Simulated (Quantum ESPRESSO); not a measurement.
Mo: single-point calculation

The run: single-point calculation of Mo (1 atom in the cell). Method and program: Kohn-Sham DFT of a periodic cell, PBE, GBRV 1.5 PBE, no spin polarisation (Quantum ESPRESSO 7.5).

The structure was built on a prototype by a generator; it need not be a known phase.

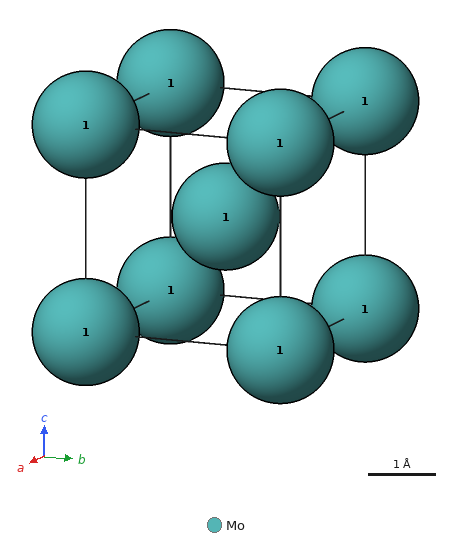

Fig. 1: The input geometry (spheres-only view of the cell 2 times as large as that of the calculation, set on its symmetry axes, seen slightly off an axis; atoms are numbered from 1 in the order of the input). An atom can appear more than once, as a periodic image.

Summary

| quantity | value |
| --- | --- |
| outcome | converged |
| space group (tolerance 0.01 Å) | Im-3m (229) |
| electrons treated | 14 |
| free energy | −1895.8010 eV |
| Fermi energy | 20.688 eV |
| gap on the k-point mesh | none (metallic) |
| pressure | −5.44 GPa |
| largest force (length of the vector) | under 0.001 eV/Å |
| hardware | 1 thread of Intel Xeon @ 2.50GHz (Skylake/Cascade Lake), 96 GiB of memory available, shared host |
| wall time | 25 s |
| peak memory | 0.1 GiB |

Notes

The cell is under a tension of 5.4 GPa at this level, so it is not at its equilibrium volume.

Input file
```
&CONTROL
  calculation = 'scf'
  prefix = 'pwscf'
  outdir = './tmp'
  pseudo_dir = './pseudo'
  tprnfor = .true.
  tstress = .true.
  disk_io = 'nowf'
/
&SYSTEM
  ibrav = 0
  nat = 1
  ntyp = 1
  ecutwfc = 45
  ecutrho = 360
  nbnd = 13
  occupations = 'smearing'
  smearing = 'mp'
  degauss = 0.00734986
/
&ELECTRONS
  conv_thr = 2d-10
  electron_maxstep = 120
  mixing_beta = 0.5
/
ATOMIC_SPECIES
Mo    95.9500 mo_pbe_v1.uspp.F.UPF
CELL_PARAMETERS angstrom
  -1.5900000000    1.5900000000    1.5900000000
   1.5900000000   -1.5900000000    1.5900000000
   1.5900000000    1.5900000000   -1.5900000000
ATOMIC_POSITIONS crystal
Mo     0.0000000000    0.0000000000    0.0000000000
K_POINTS automatic
18 18 18 0 0 0
```

Launch command:
```bash
OMP_NUM_THREADS=1 pw.x -in pw.in > pw.out
```

Output
```
This program is part of the open-source Quantum ESPRESSO suite
     for quantum simulation of materials; please cite
         "P. Giannozzi et al., J. Phys.:Condens. Matter 21 395502 (2009);
         "P. Giannozzi et al., J. Phys.:Condens. Matter 29 465901 (2017);
         "P. Giannozzi et al., J. Chem. Phys. 152 154105 (2020);
          URL
     in publications or presentations arising from this work. More details at

     Message from routine setup:
     using ibrav=0 with symmetry is DISCOURAGED, use correct ibrav instead

     G-vector sticks info
     --------------------
     sticks:   dense  smooth     PW     G-vecs:    dense   smooth      PW
     Sum         731     367    151                12527     4417    1157

     Using Slab Decomposition

     bravais-lattice index     =            0
     lattice parameter (alat)  =       5.2042  a.u.
     unit-cell volume          =     108.5046 (a.u.)^3
     number of atoms/cell      =            1
     number of atomic types    =            1
     number of electrons       =        14.00
     number of Kohn-Sham states=           13
     kinetic-energy cutoff     =      45.0000  Ry
     charge density cutoff     =     360.0000  Ry
     scf convergence threshold =      2.0E-10
     mixing beta               =       0.5000
     number of iterations used =            8  plain     mixing
     Exchange-correlation= SLA  PW   PBE  PBE
                           (   1   4   3   4   0   0   0)

     celldm(1)=   5.204232  celldm(2)=   0.000000  celldm(3)=   0.000000
     celldm(4)=   0.000000  celldm(5)=   0.000000  celldm(6)=   0.000000

     crystal axes: (cart. coord. in units of alat)
               a(1) = (  -0.577350   0.577350   0.577350 )
               a(2) = (   0.577350  -0.577350   0.577350 )
               a(3) = (   0.577350   0.577350  -0.577350 )

     reciprocal axes: (cart. coord. in units 2 pi/alat)
               b(1) = ( -0.000000  0.866025  0.866025 )
               b(2) = (  0.866025 -0.000000  0.866025 )
               b(3) = (  0.866025  0.866025  0.000000 )

     PseudoPot. # 1 for Mo read from file:
     mo_pbe_v1.uspp.F.UPF
     Pseudo is Ultrasoft + core correction, Zval = 14.0
     Generated by new atomic code, or converted to UPF format
     Using radial grid of  889 points,  6 beta functions with:
                l(1) =   0
                l(2) =   0
                l(3) =   1
                l(4) =   1
                l(5) =   2
                l(6) =   2
     Q(r) pseudized with  6 coefficients,  rinner =    1.000   1.000   1.000
                                                       1.000   1.000

     atomic species   valence    mass     pseudopotential
     Mo               14.00    95.95000     Mo( 1.00)

     48 Sym. Ops., with inversion, found

   Cartesian axes

     site n.     atom                  positions (alat units)
         1        Mo     tau(   1) = (   0.0000000   0.0000000   0.0000000  )

     number of k points=   195  Methfessel-Paxton smearing, width (Ry)=  0.0073

     Number of k-points >= 100: set verbosity='high' to print them.

     Dense  grid:    12527 G-vectors     FFT dimensions: (  32,  32,  32)

     Smooth grid:     4417 G-vectors     FFT dimensions: (  24,  24,  24)

     Initial potential from superposition of free atoms

     starting charge      13.9989, renormalised to      14.0000
     Starting wfcs are   13 randomized atomic wfcs

     Self-consistent Calculation

     iteration #  1     ecut=    45.00 Ry     beta= 0.50
     Davidson diagonalization with overlap
     ethr =  1.00E-02,  avg # of iterations =  3.9

     Threshold (ethr) on eigenvalues was too large:
     Diagonalizing with lowered threshold

     Davidson diagonalization with overlap
     ethr =  2.87E-04,  avg # of iterations =  1.7

     total energy              =    -139.33179158 Ry
     estimated scf accuracy    <       0.04078536 Ry

     iteration #  2     ecut=    45.00 Ry     beta= 0.50
     Davidson diagonalization with overlap
     ethr =  2.91E-04,  avg # of iterations =  2.0

     total energy              =    -139.33871280 Ry
     estimated scf accuracy    <       0.00130888 Ry

     iteration #  3     ecut=    45.00 Ry     beta= 0.50
     Davidson diagonalization with overlap
     ethr =  9.35E-06,  avg # of iterations =  2.6

     total energy              =    -139.33879727 Ry
     estimated scf accuracy    <       0.00026378 Ry

     iteration #  4     ecut=    45.00 Ry     beta= 0.50
     Davidson diagonalization with overlap
     ethr =  1.88E-06,  avg # of iterations =  1.4

     total energy              =    -139.33880377 Ry
     estimated scf accuracy    <       0.00000253 Ry

     iteration #  5     ecut=    45.00 Ry     beta= 0.50
     Davidson diagonalization with overlap
     ethr =  1.81E-08,  avg # of iterations =  3.0

     total energy              =    -139.33880549 Ry
     estimated scf accuracy    <       0.00000031 Ry

     iteration #  6     ecut=    45.00 Ry     beta= 0.50
     Davidson diagonalization with overlap
     ethr =  2.21E-09,  avg # of iterations =  2.0

     total energy              =    -139.33880556 Ry
     estimated scf accuracy    <          2.0E-09 Ry

     iteration #  7     ecut=    45.00 Ry     beta= 0.50
     Davidson diagonalization with overlap
     ethr =  1.41E-11,  avg # of iterations =  2.6

     total energy              =    -139.33880556 Ry
     estimated scf accuracy    <          1.5E-09 Ry

     iteration #  8     ecut=    45.00 Ry     beta= 0.50
     Davidson diagonalization with overlap
     ethr =  1.04E-11,  avg # of iterations =  2.0

     End of self-consistent calculation

     Number of k-points >= 100: set verbosity='high' to print the bands.

     the Fermi energy is    20.6882 ev

!    total energy              =    -139.33880556 Ry
     estimated scf accuracy    <          1.1E-11 Ry
     smearing contrib. (-TS)   =       0.00000133 Ry
     internal energy E=F+TS    =    -139.33880689 Ry

     The total energy is F=E-TS. E is the sum of the following terms:
     one-electron contribution =     -19.42426950 Ry
     hartree contribution      =      18.11183748 Ry
     xc contribution           =     -19.32930452 Ry
     ewald contribution        =    -118.69707035 Ry

     convergence has been achieved in   8 iterations

     Forces acting on atoms (cartesian axes, Ry/au):

     atom    1 type  1   force =     0.00000000    0.00000000    0.00000000

     Total force =     0.000000     Total SCF correction =     0.000000

     Computing stress (Cartesian axis) and pressure

          total   stress  (Ry/bohr**3)                   (kbar)     P=      -54.45
  -0.00037012   0.00000000   0.00000000          -54.45        0.00        0.00
   0.00000000  -0.00037012   0.00000000            0.00      -54.45        0.00
   0.00000000   0.00000000  -0.00037012            0.00        0.00      -54.45

=------------------------------------------------------------------------------=
   JOB DONE.
=------------------------------------------------------------------------------=
```

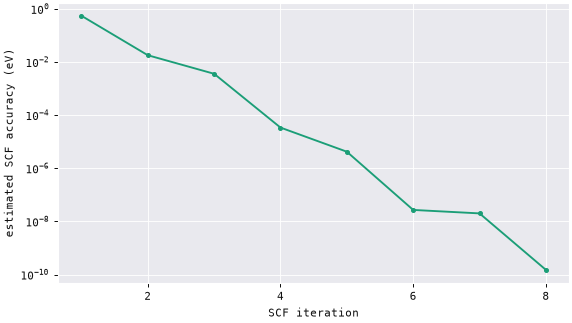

Fig. 2: Convergence of the self-consistent field: estimated SCF accuracy against the iteration. The field takes 8 iterations in all.
